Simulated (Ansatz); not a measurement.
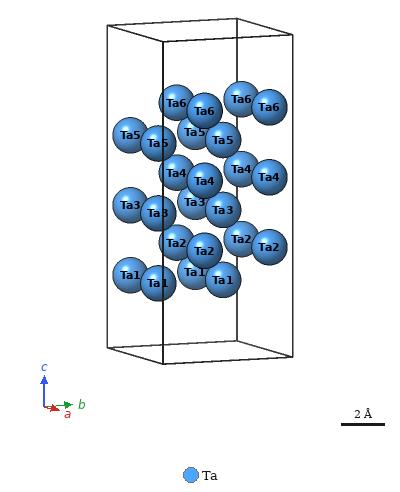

**Figure 1.** The structure (spheres-only view of the 2 × 2 repeat of the cell, with the vacuum cut short, seen slightly off an axis; atoms are numbered from 1 in the order of the input).

## Single-point calculation of Ta

System: Ta (slab, 6 atoms in the cell).
Method: DFT, PBE, plane waves, PAW, no spin polarisation (Ansatz 0.2.0).

Figures and captions count atoms from 1; the log counts them from 0 in places.

Log
```
Warning: basis.ecutwfc = 300 eV is below the records' recommended 420 eV, and the density's cutoff is lower with it unless basis.ecutrho_ratio is high enough to keep the records' density cutoff: compare with a run at a higher cutoff
Engine: ansatz 0.2.0, aarch64-unknown-linux-gnu
Pseudopotentials: kind: paw
Pseudopotential: Ta, paw, valence charge 13, recommended cutoff 420 eV (normal), Ta.paw.azcp
Functional definition: PBE
  parameter kappa = 0.804
  parameter beta = 0.06672455060314922
  exchange = pbe_x(kappa = kappa, mu = beta*pi^2/3)
  correlation = pbe_c(beta = beta)
Crystal: 6 atoms, lattice volume = 267.760 Å³
Basis set: ecut = 300 eV, 3209 PW (Γ), exchange–correlation on 40×40×288 points (8 copies of the dense FFT grid, shifted against one another)
Bands: 47, of which v1, the nominal top of the filled ones, is band 39 counted from 1 (38 counted from 0)
Symmetry: 8 space group operations
k-points: 28 of 144
Non-local potential: Ta, projectors of the file, l = 0: 3, l = 1: 2, l = 2: 2, l = 3: 1
PAW form: soft (Blöchl's): semilocal exchange-correlation on the pseudo side does not see the compensation charge
PAW one-centre angular grid: Ta, 590 points (default); XC on 64 Gauss nodes
Initial density: superposition of atomic densities (neutral atoms: chi_scale 0, normalization atom), corrected by the library's trained network
Initial wavefunctions: pseudopotential atomic-orbital guess
Functional: x = pbe(κ = 0.804, μ = 0.2195149727645171), c = pbe(β = 0.06672455060314922)
SCF iter   1: F=—  HF=-59589.839639 eV  |F-HF|=—  |Δ(HF+E_count)|=         —  Δρ=8.05e-3  dr2=3.53e0  ethr=1.77e-3  p=0.000 e·Å  D=2.06e-14 V/Å  ΔV_dip=-0.00 eV  dr2_dipole=2.64e-7  V_vac-E_F(+/−)=4.16/4.16 eV  ⟨swp⟩=8.3  Hψ=6060  notcnv=0
efield: sawtooth ramp at fractional position 0.9500 (placed from the atoms, in the widest stretch of the axis that holds none; the zero of the levels goes with the place), width 0.1000; the density the first Hamiltonian is built on has a dipole p = 0.000 e·Å; the dipole correction subtracts the counter field D = 2.06e-14 V/Å, which shifts the + side's vacuum level by -0.00 eV against the − side's; the planar-averaged density in the ramp window peaks in size at 6.6e-5 e/Å³
preconditioner: auto → LDOS  [metal: Δε(μ)=0.093 eV  Ē_g=3.454 eV  σ=0.080 eV  W_gap=0.27  n_scr=52 (ndim 8)  ℏωp=12.4 eV  f_vac=0.496  D(μ)=4.57/eV (n_scr^D=12)  β→1.0]
SCF iter   2: F=—  HF=-59589.789048 eV  |F-HF|=—  |Δ(HF+E_count)|=   5.06e-2  Δρ=6.35e-3  dr2=1.76e0  ethr=1.77e-3  p=0.000 e·Å  D=1.71e-5 V/Å  ΔV_dip=-0.00 eV  dr2_dipole=8.41e-7  V_vac-E_F(+/−)=3.88/3.88 eV  ⟨swp⟩=3.1  Hψ=1873  notcnv=0  defer=1
SCF iter   3: F=—  HF=-59589.738045 eV  |F-HF|=—  |Δ(HF+E_count)|=   5.10e-2  Δρ=7.60e-4  dr2=3.93e-3  ethr=1.77e-3  p=0.000 e·Å  D=8.16e-6 V/Å  ΔV_dip=-0.00 eV  dr2_dipole=2.14e-8  V_vac-E_F(+/−)=3.96/3.96 eV  ⟨swp⟩=1.4  Hψ=1334  notcnv=0  defer=1
SCF iter   4: F=—  HF=-59589.740194 eV  |F-HF|=—  |Δ(HF+E_count)|=   2.15e-3  Δρ=2.70e-4  dr2=1.07e-3  ethr=5.04e-6  p=0.000 e·Å  D=1.43e-6 V/Å  ΔV_dip=-0.00 eV  dr2_dipole=2.24e-9  V_vac-E_F(+/−)=3.96/3.96 eV  ⟨swp⟩=2.9  Hψ=2054  notcnv=0  defer=1
SCF iter   5: F=—  HF=-59589.740255 eV  |F-HF|=—  |Δ(HF+E_count)|=   6.03e-5  Δρ=1.21e-4  dr2=2.07e-4  ethr=1.37e-6  p=0.000 e·Å  D=3.43e-8 V/Å  ΔV_dip=-0.00 eV  dr2_dipole=3.33e-9  V_vac-E_F(+/−)=3.98/3.98 eV  ⟨swp⟩=2.0  Hψ=1650  notcnv=0  defer=1
SCF iter   6: F=—  HF=-59589.740253 eV  |F-HF|=—  |Δ(HF+E_count)|=   1.24e-6  Δρ=3.49e-5  dr2=4.69e-5  ethr=2.65e-7  p=0.000 e·Å  D=6.39e-7 V/Å  ΔV_dip=-0.00 eV  dr2_dipole=1.87e-10  V_vac-E_F(+/−)=3.98/3.98 eV  ⟨swp⟩=2.0  Hψ=1579  notcnv=0  defer=1
SCF iter   7: F=—  HF=-59589.740427 eV  |F-HF|=—  |Δ(HF+E_count)|=   1.74e-4  Δρ=8.90e-6  dr2=6.95e-7  ethr=6.02e-8  p=-0.000 e·Å  D=-1.50e-7 V/Å  ΔV_dip=0.00 eV  dr2_dipole=1.74e-11  V_vac-E_F(+/−)=3.98/3.98 eV  ⟨swp⟩=1.5  Hψ=1406  notcnv=0  defer=1
SCF iter   8: F=—  HF=-59589.740427 eV  |F-HF|=—  |Δ(HF+E_count)|=   1.21e-7  Δρ=4.20e-6  dr2=3.72e-7  ethr=1.28e-10  p=0.000 e·Å  D=5.56e-8 V/Å  ΔV_dip=-0.00 eV  dr2_dipole=2.63e-14  V_vac-E_F(+/−)=3.98/3.98 eV  ⟨swp⟩=11.1  Hψ=6424  notcnv=0
SCF iter   9: F=-59589.740427 eV  HF=-59589.740427 eV  |F-HF|=8.76e-9  |Δ(HF+E_count)|=   2.56e-8  Δρ=1.03e-6  dr2=1.48e-8  ethr=1.28e-10  p=-0.000 e·Å  D=-2.40e-8 V/Å  ΔV_dip=0.00 eV  dr2_dipole=2.56e-13  V_vac-E_F(+/−)=3.98/3.98 eV  ⟨swp⟩=4.0  Hψ=4715  notcnv=0
SCF 1 converged in 9 iterations: F = -59589.740427 eV  dr2 = 1.48e-8
  greatest PAW one-centre occupation: 0.999 electrons in one spin orbital (limit 2), on the Ta atom at site 1 (counted from 0), in its partial waves of l = 0
SCF converged after 9 iterations
Free energy (F): -59589.740427 eV
Harris-Foulkes:  -59589.740427 eV  (|F-HF|=8.76e-9)
Internal energy: -59589.628275 eV  (E = F + TS)
E sigma→0 (E₀):  -59589.684351 eV
Entropy (-TS):   -0.112152 eV (-18.692 meV/atom)
Fermi energy:    5.442936 eV
Dipole field:    D = -0.000001 V/Å  (p = -0.000001 e·Å, saw-weighted, corrected)
Work function:   Φ+ = 3.9836 eV   Φ− = 3.9836 eV
Levels:          The Fermi level and band energies are counted from a zero that moves with the ramp; work functions are not
--- Per-component energies (eV) ---
  E_band       = -1675.801193
  E_kinetic    = 2180.360936
  E_local      = -74290.795965  (includes V_loc(G=0)·N_el)
  E_nonlocal   = 86.702945
  E_hartree    = 36118.132683
  E_xc         = -1303.072030
  E_vxc        = -1213.955833  (∫ρ·V_xc dr)
  E_paw        = -50377.237605  (= ΣΔE_a)
  E_vpaw       = -674.368867  (= ΣTr[D̂ρ^β])
  E_aug_tail   = 0.004691  (compensation charges beyond the density's cutoff)
  E_efield     = 0.000000  (sawtooth field / dipole correction)
  E_vefield    = 0.000000  (∫n·V_field dr)
  E_ewald      = 27996.276069
  E_smearing   = -0.112152  (= −TS)
  E_closure    = -0.000000  (closes the sum)
  Σ components = -59589.740427   (vs F -59589.740427, Δ=0.00e0)
--- Forces (eV/Å), atoms counted from 1 ---
  atom   1  Ta     0.00000000    -0.00000000     1.40959393
  atom   2  Ta    -0.00000000    -0.00000000    -1.14774905
  atom   3  Ta    -0.00000000     0.00000000    -0.64551360
  atom   4  Ta     0.00000000     0.00000000     0.64551353
  atom   5  Ta     0.00000000    -0.00000000     1.14775174
  atom   6  Ta    -0.00000000    -0.00000000    -1.40959591
  max |Σ_I F_I| component: 6.36e-7 eV/Å
--- Stress (GPa, compression-positive) ---
       -4.128344      -0.000000       0.000000
       -0.000000      -4.128344      -0.000000
        0.000000      -0.000000      -2.943451
  P = ⅓ Tr σ = -3.7334 GPa (-37.334 kbar)
--- Band table (eV; the first three rows and the last of 28) ---
  k-point 0: bands = ["-62.8001", "-62.8000", "-61.8112", "-61.7970", "-61.6950", "-61.6150", "-29.3600", "-29.3595", "-29.1911", "-29.1911", "-29.1904", "-29.1904", "-28.5443", "-28.4610", "-28.4539", "-28.4539", "-28.2943", "-28.2943", "-28.2127", "-28.0535", "-28.0535", "-27.9071", "-27.8230", "-27.8230", "-2.1165", "-1.0515", "0.5088", "1.8142", "1.8611", "2.0094", "2.3775", "2.4067", "3.5302", "5.0603", "5.3396", "5.3600", "5.9087", "5.9087", "5.9707", "5.9707", "6.2177", "6.2424", "6.2424", "6.7071", "6.8387", "7.1089", "7.1089"]
  k-point 1: bands = ["-62.7995", "-62.7995", "-61.8092", "-61.7960", "-61.6946", "-61.6168", "-29.3616", "-29.3609", "-29.2065", "-29.2062", "-29.1875", "-29.1869", "-28.5462", "-28.5204", "-28.4440", "-28.4084", "-28.3361", "-28.2914", "-28.1769", "-28.0725", "-28.0576", "-27.8916", "-27.8332", "-27.8326", "-1.9713", "-0.9283", "0.5930", "1.8986", "1.9549", "2.0661", "2.3990", "2.5397", "3.5610", "4.9169", "5.2979", "5.3242", "5.6620", "5.7894", "5.8818", "5.9909", "6.0314", "6.1841", "6.2210", "6.7843", "6.9856", "7.2131", "7.2486"]
  k-point 2: bands = ["-62.7979", "-62.7979", "-61.8036", "-61.7931", "-61.6933", "-61.6221", "-29.3668", "-29.3652", "-29.2479", "-29.2474", "-29.1777", "-29.1773", "-28.5840", "-28.5673", "-28.4148", "-28.3931", "-28.3774", "-28.2828", "-28.1443", "-28.0950", "-28.0692", "-27.8679", "-27.8631", "-27.8510", "-1.5491", "-0.5786", "0.8054", "2.0240", "2.1396", "2.3148", "2.4013", "2.9508", "3.7705", "4.7102", "5.1735", "5.2379", "5.2432", "5.2580", "5.7441", "5.7877", "5.8690", "6.2846", "6.3783", "6.7038", "6.9667", "7.5650", "7.5894"]
  k-point 27: bands = ["-62.7846", "-62.7846", "-61.7728", "-61.7728", "-61.6598", "-61.6598", "-29.3963", "-29.3963", "-29.3934", "-29.3934", "-29.2942", "-29.2942", "-28.7393", "-28.7393", "-28.4870", "-28.4870", "-28.3278", "-28.3278", "-28.2010", "-28.2010", "-28.1601", "-28.1601", "-27.8588", "-27.8588", "1.4305", "1.4305", "2.4864", "2.4864", "3.6510", "3.6510", "3.6904", "3.6904", "3.7329", "3.7329", "3.9254", "3.9254", "4.6369", "4.6369", "5.7932", "5.7932", "7.4810", "7.4810", "7.7177", "7.7177", "7.8935", "7.8935", "9.3802"]
--- Löwdin populations: 6 sites ---
  site symbol       q [e]
     0     Ta     12.8938
     1     Ta     12.9105
     2     Ta     12.8853
     3     Ta     12.8853
     4     Ta     12.9105
     5     Ta     12.8938
  spilling = 0.007960 (of n_electrons = 78.000000)
```

The run was set up as follows.

Input file
```yaml
crystal:
  lattice:
    - [3.3195547178, 0.0, 0.0]
    - [0.0, 3.3195547178, 0.0]
    - [0.0, 0.0, 24.2989]
  atoms:
    - { symbol: Ta, position: [0.25, 0.25, 0.3292332823] }
    - { symbol: Ta, position: [0.75, 0.75, 0.3975399694] }
    - { symbol: Ta, position: [0.25, 0.25, 0.4658466565] }
    - { symbol: Ta, position: [0.75, 0.75, 0.5341533435] }
    - { symbol: Ta, position: [0.25, 0.25, 0.6024600306] }
    - { symbol: Ta, position: [0.75, 0.75, 0.6707667177] }
kpoints:
  mp_grid: { grid: [12, 12, 1] }
scf:
  occupations: { method: fermi_dirac, width: 0.08 }
hamiltonian:
  xc: pbe
  pseudopotentials: { kind: paw }
output:
  forces: true
  stress: true
  eigenvalues: true
  populations: true
efield:
  axis: 3
  amplitude: 0
  dipole_correction: true
basis:
  ecutwfc: "300 eV"
```

Command:
```bash
ansatz run input.yaml --threads 2 --pin off --max-ram 5120MiB --backend cpu --events-out ev --progress --plain --runs-dir out
```

Key numbers

| quantity | value |
| --- | --- |
| outcome | converged |
| electrons treated | 78 |
| free energy | −59589.7404 eV |
| Fermi energy | 5.443 eV |
| largest force (length of the vector) | 1.410 eV/Å |
| hardware | 2 threads of Arm Neoverse V2, 24 GiB of memory available, shared host |
| wall time | 13 s (CPU time 25 s) |
| peak memory | 0.45 GiB |

Notes

Settings chosen away from the usual ones: basis.ecutwfc = "300 eV". These settings are looser than, or depart from, a standard set-up, so the numbers are not reference values for this system. Warnings of the run: the cutoff is below the recommended one. Spin–orbit coupling is left out, which matters for Ta.
